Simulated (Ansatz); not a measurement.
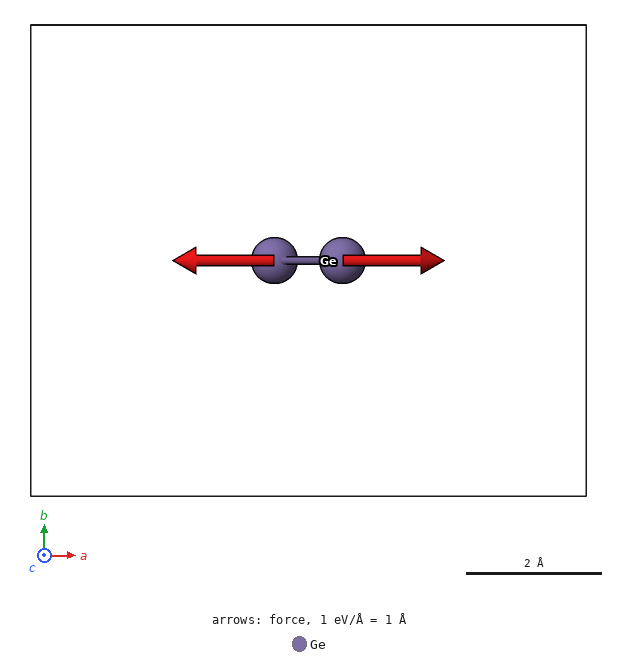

Starting geometry of a wire of composition Ge with the computed forces as red arrows. Style: ball-and-stick. Shown: the 2 repeat of the cell, with the vacuum cut short, along the c axis.

Case: zigzag chain of atoms.

All numbers below come from DFT PBE, scalar-relativistic, plane waves, PAW (Ansatz 0.2.0).

The input:
```yaml
crystal:
  lattice:
    - [10.0, 0.0, 0.0]
    - [0.0, 9.3, 0.0]
    - [0.0, 0.0, 4.0412807468]
  atoms:
    - { symbol: Ge, position: [0.4494839907, 0.5, 0.0], spin: 0.5 }
    - { symbol: Ge, position: [0.5505160093, 0.5, 0.5], spin: 0.5 }
basis:
  ecutwfc: 420
kpoints:
  mp_grid: { grid: [1, 1, 16] }
hamiltonian:
  xc: pbe
scf:
  occupations: { method: gaussian, width: 0.05 }
output:
  forces: true
  stress: true
  eigenvalues: true
  populations: true
  write_density: true
  write_potential: true
  elf: true
  volumetric_format: npy
magnetization:
  spin_polarized: true
relax:
  adjacent_minimum: "off"
  f_tol: 0.01
  max_steps: 45
  cell: { fix: [a, b, alpha, beta, gamma], stress_tol: 0.03 }
```

Run as
```bash
ansatz run input.yaml --threads 2 --pin off --max-ram 5120MiB --backend cpu --events-out ev --progress --plain --runs-dir out
```

> What follows when this structure is relaxed?

It isn't relaxed: the largest force vector, on Ge atoms, is 1.53 eV/Å. The atoms end up moving mostly along the starting forces (cosine between the two patterns 1.00). The largest moves relative to the layer's centre, 0.11 Å, are those of Ge1 and Ge2. Along the periodic axis the drawn cell goes c 8.083 → 8.009 Å (−0.9 %). Among the contacts that change: Ge1–Ge2 2.259 → 2.352 Å. Bond angles that change, for instance: Ge2–Ge1–Ge2 126.9° → 116.7°. The energy falls by 0.162 eV per cell of the calculation in 3 accepted moves (4 points after the start). Largest force component: 1.5 eV/Å at the start, 0.001 eV/Å at the end. At 1 point the geometry stayed and the basis and grid were re-selected for the new cell (energy shift of 0.1 meV per cell of the calculation at most each time). The program noted that the starting moments weren't kept.
